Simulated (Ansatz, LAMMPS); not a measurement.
# Gap against volume in amorphous 43Bi2O3-57BaO (mol %) (99 atoms)

Density of this cell: 6.68 g/cm³. The cell holds 99 atoms: 26 Bi, 17 Ba and 56 O. Cell: a = 12.815 Å, b = 12.706 Å, c = 13.275 Å, α = 89.7°, β = 85.5°, γ = 90.7°. The starting structure: 99 atoms (26 Gd, 17 Ba, 56 O) placed at random at 7.09 g/cm³, melted at 5000 K for 10 ps at fixed volume with the Morse and Coulomb pair potential with partial charges (Pedone, Malavasi, Menziani, Cormack and Segre, J. Phys. Chem. B 110, 11780 (2006)). Quenched from 5000 K to 300 K at 50 K/ps and fixed volume, held 5 ps, then minimised at fixed cell. Then Gd was replaced by Bi and the cell scaled by 1.02 (the potential has no terms for the new elements, so the cell is a start for a DFT relaxation).

Calculated with Ansatz 0.2.0: Kohn-Sham DFT, PBE, PAW (set soft_2), plane waves; cutoff 420 eV, Γ point, gaussian smearing of 0.025 eV. The relaxed cell was scaled evenly and the atoms were relaxed at each volume. The gap is that between the highest filled and the lowest empty Kohn-Sham level on the run's k-points.

| volume (Å³/atom) | gap (eV) |
| --- | --- |
| 19.588 | 2.173 |
| 20.459 | 2.269 |
| 21.112 | ? |
| 21.765 | 2.327 |
| 22.418 | 2.337 |
| 23.071 | 2.348 |

Task: Fit a straight line in ln V to the rows given and interpolate to the withheld row.

**Working.**

A volume deformation potential makes the spacing linear in u = ln(V/V0), with V0 = 21.765 Å³ the relaxed volume; v is the spacing.

| u = ln(V/V0) | v (eV) |
| --- | --- |
| -0.105360 | 2.173 |
| -0.0618753 | 2.2694 |
| 0 | 2.3273 |
| 0.0295594 | 2.3368 |
| 0.0582690 | 2.3478 |

With n = 5: mean u = -0.0158815, mean v = 2.29086, Σ(u − ū)² = 0.017937, Σ(u − ū)(v − v̄) = 0.018421. Slope b = 0.018421 / 0.017937 = 1.0270; intercept a = v̄ − b ū = 2.3072.

At the withheld volume u = -0.03046, and v = a + b u.

Prediction at 21.112: 2.276 eV. The run gave 2.298 eV, so the fit is low by 0.023 eV (0.98 % of the value).

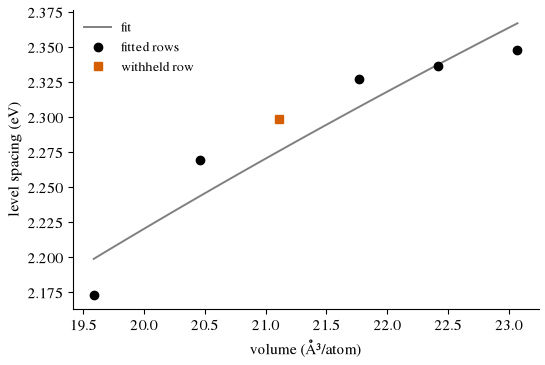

The fit, the rows that it rests on and the withheld row.

The rows follow a line only loosely (correlation 0.94 in size over all rows, under the 0.97 asked here), so the slope of +1.03 eV is a mean trend and no deformation potential. Among the rows given, the largest miss of the fit is at 19.588, by 0.026 eV (15 % of the range of the table).

Limits: The table spans 16 % in volume, wide for a linear law. Semilocal functionals tend to put gaps under measured ones. Only the Γ point is sampled. Atoms move by up to 1.0 Å in these relaxations, so the structure changes along the series. Defect or tail levels can set the spacing of a disordered cell. Spin–orbit coupling is left out, which matters for the levels of the heavy elements.

[Hosts, paths, dates, database ids (printed as entryN), source tags and the programs' standing remarks are cut or masked in the printed files.]
